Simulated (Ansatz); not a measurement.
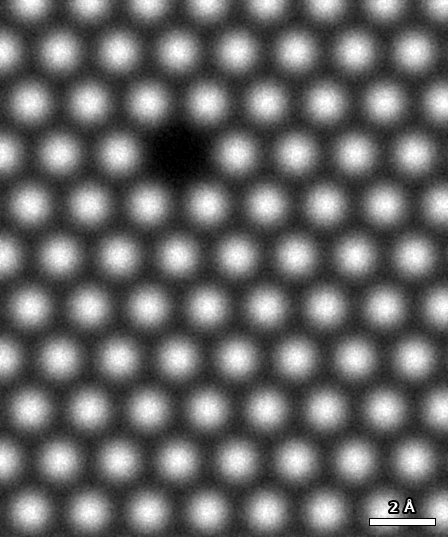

Dark-field STEM-like image of Ni (Pm-3m, No. 221) along [111]. Simulated incoherent Z contrast: every atom adds Z^1.7 spread by a probe of 0.94 Å full width; channelling and multiple scattering are left out. The probe carries 15 % of its weight in a tail 2.5 times as wide. The display is stretched by a gamma of 0.8; percentages refer to the linear signal. Shot noise was added.

The sample is 1 repeat (3.9 Å) thick. One point defect was put into the perfect crystal, without relaxing the atoms around it. Brightness is counted from the darkest point of the image. Host structure: the geometry relaxed with DFT, LDA (PW92), plane waves (420 eV) with PAW, scalar-relativistic in Ansatz 0.2.0; the starting structure was generated, so it need not be a known form of this composition.

Question: Where is the defect (in Å from the left and the top edge), and what does its contrast suggest?

Answer: At about 6 Å from the left and 5 Å from the top. The column has all but vanished there, which points to a vacancy or a much lighter atom. The column holds 1 atom (Ni) through the sample, and one Ni atom is missing, so its peak vanishes.
